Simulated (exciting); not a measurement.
System: Sn, space group Fd-3m (No. 227).

Starting cell:
```cif
data_structure
_symmetry_space_group_name_H-M 'P 1'
_symmetry_Int_Tables_number 1
_cell_length_a 4.5726
_cell_length_b 4.5726
_cell_length_c 4.5726
_cell_angle_alpha 60.000
_cell_angle_beta 60.000
_cell_angle_gamma 60.000
_cell_volume 67.61
loop_
_atom_site_label
_atom_site_type_symbol
_atom_site_fract_x
_atom_site_fract_y
_atom_site_fract_z
_atom_site_occupancy
Sn1 Sn 0.75000 0.75000 0.75000 1
Sn2 Sn 0.50000 0.50000 0.50000 1
```

How it was computed, with exciting sodium: all-electron LAPW DFT, no spin polarisation; energies at scaled volumes of the given cell, shape and fractions fixed, counted from the fit's minimum, third-order Birch-Murnaghan fit. Level: PBEsol.

- k mesh: 7×7×7
- occupations: Fermi–Dirac
- smearing width: 0.05 eV
- potentials: all electron LAPW+lo, shipped species files
- program settings: rgkmax 9

Predict the energy against volume. The volume takes the values 31.77, 32.45, 33.13, 33.80, 34.48, 35.16, 35.83 Å³/atom.

A third-order Birch–Murnaghan fit gives V0 = 34.94 Å³/atom, B0 = 42 GPa and B′ = 5.0. The energy is 45.60 meV/atom at volume 31.77 Å³/atom and 2.80 meV/atom at 35.83 Å³/atom; the lowest computed point is at volume 35.16 Å³/atom (0.24 meV/atom), in a single well.

```csv
volume (Å³/atom),energy (meV/atom)
31.77,45.60
32.45,26.98
33.13,13.84
33.80,5.29
34.48,0.70
35.16,0.24
35.83,2.80
```

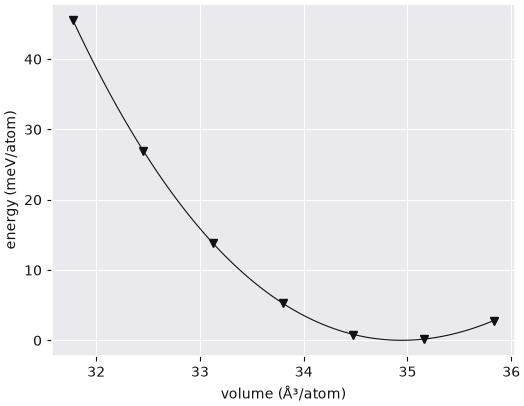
